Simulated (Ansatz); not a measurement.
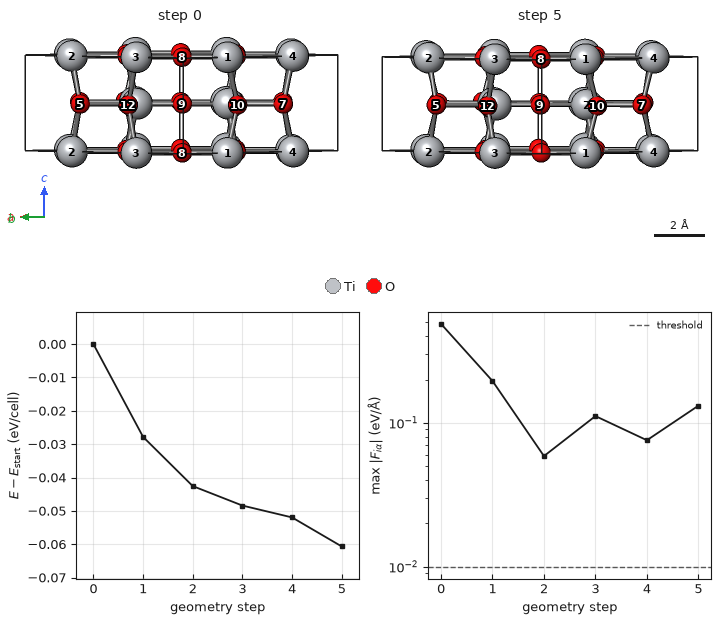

First and last geometry of a relaxation of a crystal of TiO2 (set up in I4/m), with the history of the run. Style: ball-and-stick. Shown: the conventional cell (2 times the calculation's cell), from a free direction. Lengths and directions refer to the drawn axes.

Case: volume × 1.10, shape and atoms relaxed.

These are results of DFT LDA, scalar-relativistic, plane waves, PAW in Ansatz 0.2.0, not measurements. Set-up: plane-wave cutoff 420 eV; k-point mesh 8 × 8 × 8; occupations gaussian; smearing width 0.02 eV; no spin polarisation; cell relaxed at fixed volume; force threshold 0.01 eV/Å; at most 30 steps.

Question: What do the curves and the structures tell?

Answer: The run was cut off at its time limit before the relaxation converged, so the last structure is only a point on the way. The largest moves relative to the cell, 0.059 Å, are those of O atoms. By element the largest moves are O 0.059 Å, Ti 0.042 Å. The drawn cell changes at constant volume: a = b 8.870 → 8.957 Å (+1.0 %), c 3.841 → 3.767 Å (−1.9 %). Near-neighbour distances that change, for instance: O–Ti 2.319 → 2.437 Å, O–Ti 1.823 → 1.786 Å, O–Ti 1.988 → 1.963 Å, O–Ti 1.856 → 1.870 Å. Among the angles between lasting bonds that change: O–Ti–O 150.0° → 147.2°, Ti–O–Ti 150.0° → 147.2°, O–Ti–O 100.9° → 103.3°. The space group stays I4/m (No. 87). The energy falls by 60.7 meV per cell of the calculation in 5 geometry steps. The largest force component goes from 0.49 to 0.13 eV/Å. Pressure: −17.08 GPa at the start and −15.10 GPa at the end.
